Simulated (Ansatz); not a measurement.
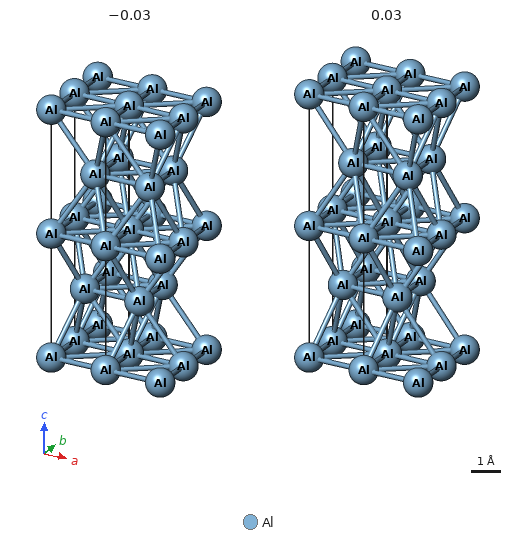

A crystal of Al (set up in P6_3/mmc), under strain along c alone (the other axes held, atoms fixed by symmetry), with energies (extrapolated to zero smearing) counted from the relaxed crystal, which is the row at zero. The picture shows the first and the last member. The picture is a ball-and-stick view of the cell of the calculation, repeated 2 × 2 × 1 with one cell outlined, seen slightly off an axis.

Computed with Ansatz 0.2.0: DFT PBEsol+D3(BJ), scalar-relativistic, plane waves, PAW. Set-up: plane-wave cutoff 420 eV; k-point mesh 24 × 24 × 6; occupations gaussian; smearing width 0.1 eV; no spin polarisation.

```
strain  energy (meV/atom)  a (Å)  c (Å)
 −0.03               7.76  2.801  8.917
 −0.02               3.44  2.801  9.009
 −0.01               0.96  2.801  9.101
   0.0               0.00  2.801  9.193
  0.01                  ?      ?      ?
  0.02               2.61  2.801  9.377
  0.03               6.26  2.801  9.469
```

### One row is withheld. What does the calculation give there?

A parabola through three neighbouring rows (0.0, 0.02, 0.03) gives, with Lagrange weights, (0.3333)(0.00) + (1.0000)(2.61) + (−0.3333)(6.26) = 0.52 meV/atom. The calculation gives 0.60 meV/atom (a = 2.801 Å, c = 9.285 Å). The estimate is 0.08 meV/atom too low. From the first member to the last: Al–Al 2.754 → 2.867 Å.

The whole series:

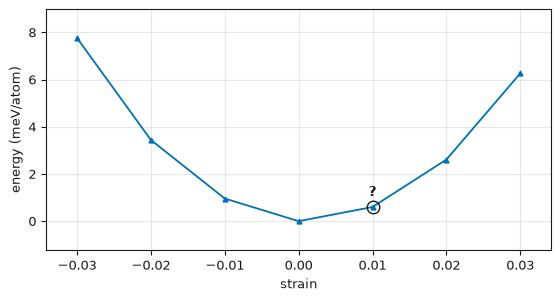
